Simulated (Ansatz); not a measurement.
Input file:

```
crystal:
  lattice:
    - [2.7040923382, 0.0, 0.0]
    - [0.0, 2.7040923382, 0.0]
    - [0.0, 0.0, 23.8]
  atoms:
    - { symbol: Ti, position: [0.0, 0.0, 0.2941176471], spin: 0.45 }
    - { symbol: H, position: [0.5, 0.5, 0.2941176471] }
  periodic: [true, true, false]
basis:
  ecutwfc: 420
kpoints:
  mp_grid: { grid: [20, 20, 1] }
hamiltonian:
  xc: pbe
scf:
  occupations: { method: gaussian, width: 0.1 }
output:
  forces: true
  stress: true
  eigenvalues: true
  populations: true
  write_density: true
  write_potential: true
  elf: true
  volumetric_format: npy
magnetization:
  spin_polarized: true
relax:
  adjacent_minimum: "off"
  f_tol: 0.01
  max_steps: 80
  cell: { stress_2d_tol: 0.02 }
```

Launched as:

```sh
ansatz run input.yaml --threads 1 --pin off --max-ram 2048MiB --backend cpu --events-out ev --progress --plain --runs-dir out
```

The fields are those of the relaxed geometry.

A structure generated by program, which may or may not match a known phase; spin-polarised.

The calculation used DFT PBE, scalar-relativistic, plane waves, PAW (Ansatz 0.2.0).

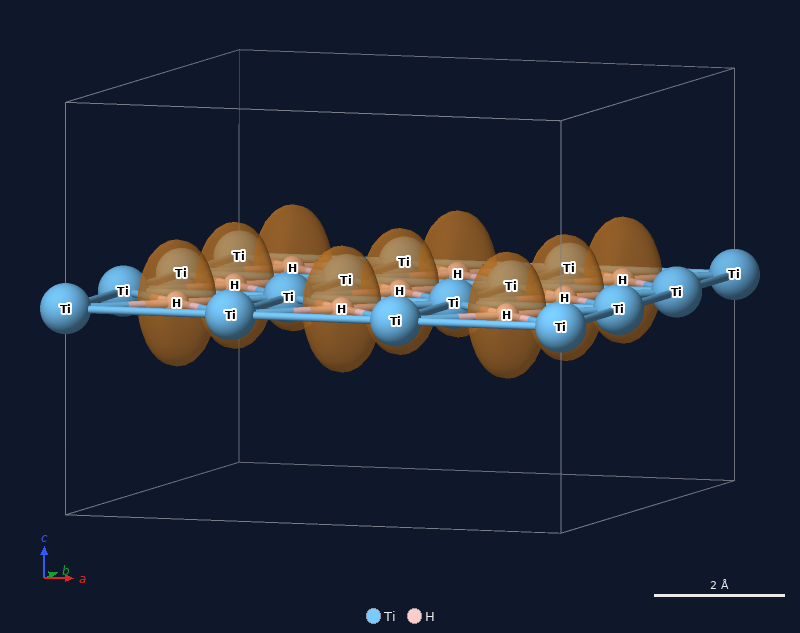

TiH. Isosurface of the electron localisation function at 0.7 (orange), seen slightly off an axis. Only the valence region is drawn (cores and ρ < 0.01 e/Å³ removed). Sticks mark near contacts.

Core electrons are frozen (PAW), and the valence fields are smoothed inside the atomic spheres.

Q: Describe the localisation domains.

A: The ELF exceeds this value in one region around a hydrogen nucleus, counted in one cell of 2 atoms. Counts are for one cell; the picture repeats the cell along the surface. Along the contacts the grid gives the following. Ti–H (1.91 Å): the ELF climbs to about 1 towards the hydrogen. Ti–Ti (2.70 Å): the ELF is about 0.30 at the midpoint (no localised pair shows between them).
